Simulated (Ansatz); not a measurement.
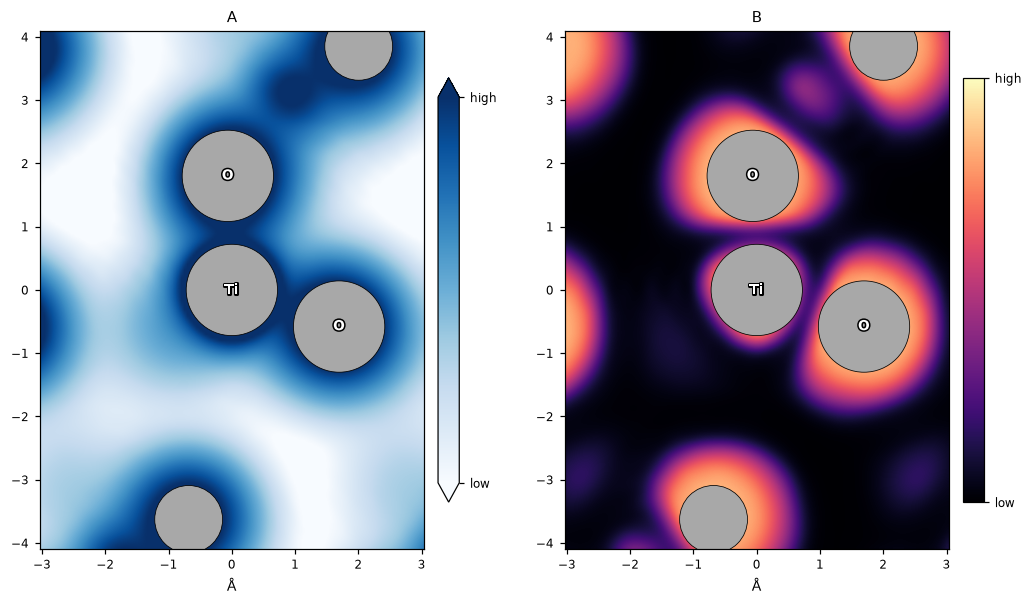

TiO2: 2 fields on the (101̄) plane of the conventional cell, with unlabelled colour scales. Grey discs cover the atomic cores.

Space group P3₁21; a structure from a database of computed crystals, not necessarily the ambient phase.

Level of theory: Kohn-Sham DFT of a periodic cell, PBEsol with D3(BJ), Ansatz PAW in Ansatz 0.2.0.

### Match the panels to the quantities (electron localisation function and valence pseudo-density).

Panel A: valence pseudo-density. Panel B: electron localisation function. From the grid: Ti–O (1.81 Å): ρ at the midpoint is about 1 e/Å³; the ELF peaks at about 0.80 in the valence shell of O, 0.6 Å from its nucleus, and is about 0.25 at the midpoint: no shared electron pair shows on this line.
